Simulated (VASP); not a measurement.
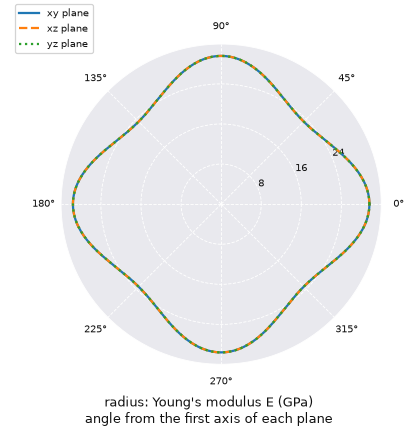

Figure. Young's modulus as a function of direction in the xy, xz and yz planes for AgBr, space group Fm-3m (No. 225).

The cell shown is the relaxed one, at which the result was read.

Over all directions E runs from 22 to 30 GPa, a ratio of 1.36. E is 30 GPa along x, y and z alike, and 22 GPa along the body diagonal x + y + z. The Hill averages are K = 34 GPa and G = 9 GPa; K/G = 3.88.

How it was computed, with VASP 6.6.1: plane-wave DFT, no spin polarisation; elastic constants in Voigt order on the axes of the given cell. Level: vdW-DF2.

| setting | value |
| --- | --- |
| k mesh | 6×6×6 |
| occupations | Gaussian |
| smearing width | 0.05 eV |
| potentials | VASP PAW PBE potentials, minimal |
| wave cutoff | 580 eV |
| read at | relaxed cell |

The given structure:
```
CELL_PARAMETERS angstrom
0.00000 3.01819 3.01819
3.01819 0.00000 3.01819
3.01819 3.01819 0.00000
ATOMIC_POSITIONS crystal
Ag 0.00000 0.00000 0.00000
Br 0.50000 0.50000 0.50000
```

Limits of the calculation: the volume moved by over fifteen percent.
